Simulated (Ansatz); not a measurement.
# ZnSn₁₅O₁₆ (cell with a defect): what the fields show

The calculation's input:

```
crystal:
  lattice:
    - [7.62739044, 0.0, 0.0]
    - [0.0, 7.62739044, 0.0]
    - [0.0, 0.0, 9.7738266]
  atoms:
    - { symbol: Zn, position: [0.0, 0.25, 0.11768693] }
    - { symbol: Sn, position: [0.0, 0.25, 0.61768693] }
    - { symbol: Sn, position: [0.0, 0.75, 0.11768693] }
    - { symbol: Sn, position: [0.0, 0.75, 0.61768693] }
    - { symbol: Sn, position: [0.5, 0.25, 0.11768693] }
    - { symbol: Sn, position: [0.5, 0.25, 0.61768693] }
    - { symbol: Sn, position: [0.5, 0.75, 0.11768693] }
    - { symbol: Sn, position: [0.5, 0.75, 0.61768693] }
    - { symbol: Sn, position: [0.25, 0.0, 0.38231307] }
    - { symbol: Sn, position: [0.25, 0.0, 0.88231307] }
    - { symbol: Sn, position: [0.25, 0.5, 0.38231307] }
    - { symbol: Sn, position: [0.25, 0.5, 0.88231307] }
    - { symbol: Sn, position: [0.75, 0.0, 0.38231307] }
    - { symbol: Sn, position: [0.75, 0.0, 0.88231307] }
    - { symbol: Sn, position: [0.75, 0.5, 0.38231307] }
    - { symbol: Sn, position: [0.75, 0.5, 0.88231307] }
    - { symbol: O, position: [0.25, 0.25, 0.0] }
    - { symbol: O, position: [0.25, 0.25, 0.5] }
    - { symbol: O, position: [0.25, 0.75, 0.0] }
    - { symbol: O, position: [0.25, 0.75, 0.5] }
    - { symbol: O, position: [0.75, 0.25, 0.0] }
    - { symbol: O, position: [0.75, 0.25, 0.5] }
    - { symbol: O, position: [0.75, 0.75, 0.0] }
    - { symbol: O, position: [0.75, 0.75, 0.5] }
    - { symbol: O, position: [0.0, 0.0, 0.0] }
    - { symbol: O, position: [0.0, 0.0, 0.5] }
    - { symbol: O, position: [0.0, 0.5, 0.0] }
    - { symbol: O, position: [0.0, 0.5, 0.5] }
    - { symbol: O, position: [0.5, 0.0, 0.0] }
    - { symbol: O, position: [0.5, 0.0, 0.5] }
    - { symbol: O, position: [0.5, 0.5, 0.0] }
    - { symbol: O, position: [0.5, 0.5, 0.5] }
kpoints:
  mp_grid: { grid: [3, 3, 2] }
scf:
  occupations: { method: fermi_dirac, width: 0.01 }
hamiltonian:
  xc: pbe
  pseudopotentials: { kind: paw }
output:
  forces: true
  stress: true
  populations: true
  efg:
    quadrupole_moments_barn: { Zn: 0.122, Sn: -0.132, O: -0.02558 }
    contact_densities: true
  write_density: true
  write_potential: true
  elf: true
  volumetric_format: npy
```

Command:

```sh
ansatz run input.yaml --threads 1 --pin off --max-ram 3072MiB --backend cpu --events-out ev --progress --plain --runs-dir out
```

Not relaxed (largest force 1.8 eV/Å).

Method: Ansatz 0.2.0, DFT, PBE, plane-wave PAW, default files, scalar-relativistic.

The density is the valence pseudo-density of a PAW calculation; it isn't the true density close to the nuclei.

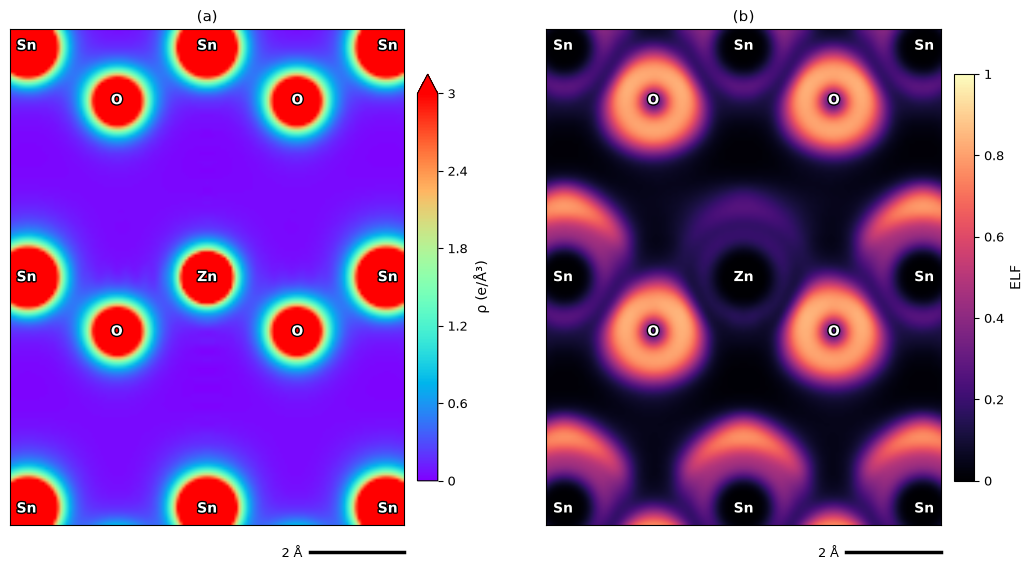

Figure 1. (a) valence pseudo-density; (b) ELF on the (100) plane of the calculation cell.

Question: What do the fields say about this system?

Answer: The plane passes through Zn, Sn and O nuclei. Sn–O (2.23 Å): the density is about 0.47 e/Å³ at the midpoint; the ELF peaks at about 0.85 in the valence shell of O, 0.6 Å from its nucleus, and is about 0.20 at the midpoint; no shared electron pair shows on this line. Zn–O (2.23 Å): ρ is about 0.34 e/Å³ halfway; the ELF peaks at about 0.85 in the valence shell of O, 0.6 Å from its nucleus, and drops to about 0.10 between the two atoms: no shared electron pair shows on this line. The density dies away to nearly zero in the voids.

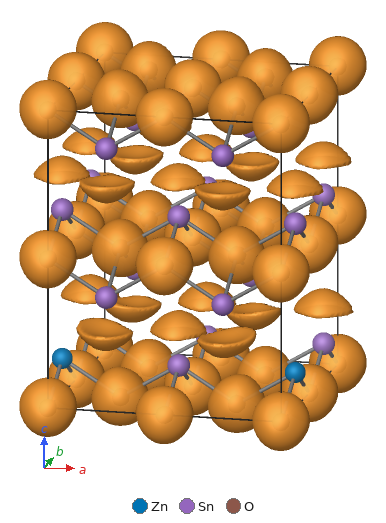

Figure 2. Isosurface of the ELF at 0.6 (orange), seen slightly off an axis. Only the valence region is drawn (cores and ρ < 0.01 e/Å³ removed). Sticks mark near contacts.

Question: Describe the localisation domains.

Answer: The ELF exceeds this value in 15 lobes on Sn, pointing away from the bonds (lone pairs) and 16 regions wrapped around O (the valence shell of each), counted in one cell of 32 atoms. Any copies at cell faces, edges or corners count once.

Question: Does the calculation make it a metal, or give it a gap?

Answer: It is gapped, with a Kohn–Sham gap of 0.52 eV on the k-point mesh (the band edges may lie off the mesh, which would make the gap smaller).
